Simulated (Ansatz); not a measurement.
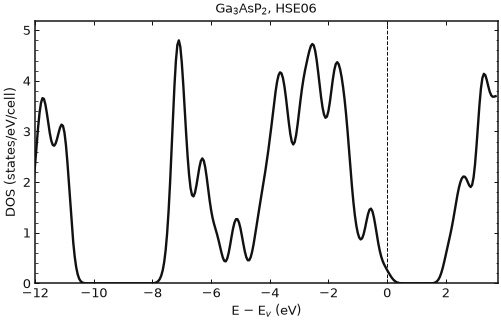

Density of states. Energies are counted from the top of the valence band. The curve is built from the levels of the k mesh with Gaussians 0.4 eV wide, which also blur the band edges.

System: Ga3AsP2, space group P3m1, 6 atoms in the cell; a = 3.91 Å, b = 3.91 Å, c = 9.56 Å, α = 90.00°, β = 90.00°, γ = 120.00°.

Method: DFT, HSE06, plane waves, PAW, no spin polarisation, 6×6×2 k mesh, 420 eV cutoff (Ansatz 0.2.0).

### Metal or insulator, going by the density of states?

There is a gap; over the k points computed it is 2.06 eV (indirect; the smallest direct gap is 2.13 eV).

### How wide is the upper valence band?

The upper group of valence states starts about 7.5 eV under the valence-band top, with a gap beneath it; it holds about 18 electrons a cell.
